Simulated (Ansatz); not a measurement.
Fe

Input

```
crystal:
  lattice:
    - [-1.4287829046, 1.4287829046, 1.47186]
    - [1.4287829046, -1.4287829046, 1.47186]
    - [1.4287829046, 1.4287829046, -1.47186]
  atoms:
    - { symbol: Fe, position: [0.0, 0.0, 0.0], spin: 2.3, spin_axis: [1.0, 0.0, 0.0] }
magnetization:
  noncollinear: true
  spin_orbit: true
kpoints:
  mp_grid: { grid: [13, 13, 13] }
scf:
  occupations: { method: fermi_dirac, width: 0.1 }
  convergence: { dr2_threshold: 1.0e-09 }
  max_iter: 120
  lower_state_search: "off"
hamiltonian:
  xc: pbe
  pseudopotentials: { kind: paw_fr }
output:
  eigenvalues: false
  hubbard: { sites: [{ species: Fe, l: d }] }
  write_density: true
  write_potential: true
  elf: true
  volumetric_format: npy
```

Launched as:

```sh
ansatz run input.yaml --threads 2 --pin off --max-ram 4096MiB --backend cpu --events-out ev --progress --plain --runs-dir out
```

Space group I4/mmm.

Method: DFT, PBE, PAW with Ansatz's default frozen-core files, fully relativistic files with spin-orbit coupling in Ansatz 0.2.0.

Core electrons are frozen (PAW), and the valence fields are smoothed inside the atomic spheres.

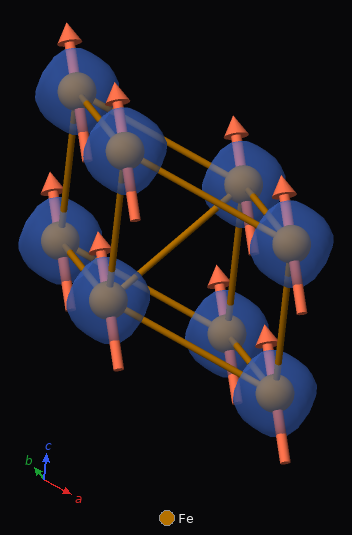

Figure 1. Isosurface of the size of the magnetisation density at 1 e/Å³ (blue), with the spin moments of the magnetic sites as arrows; seen slightly off an axis.

Describe the magnetic structure.

Spin moments: Fe 2.2 μB. There is one magnetic site in the cell, along [0 1 1] of the cell.

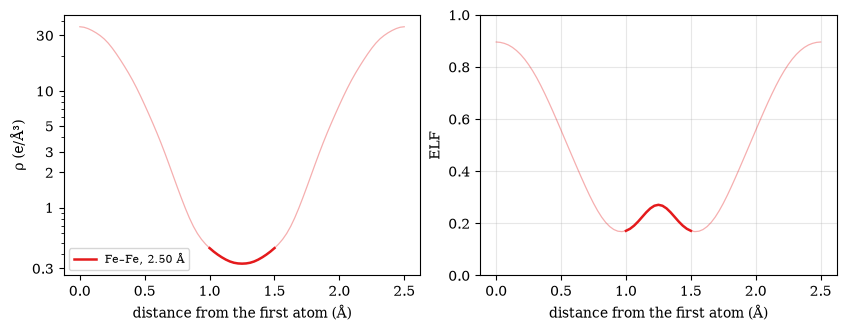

Figure 2. Valence pseudo-density and ELF along straight lines between neighbouring atoms. Thin, pale parts lie inside the atomic spheres.

What can be read from the curves?

Fe–Fe (2.50 Å): ρ at the midpoint is about 0.33 e/Å³; the ELF is about 0.25 at the midpoint (no shared electron pair shows on this line).

Does the calculation give a band gap?

It is gapless in this calculation (a metal or semimetal).
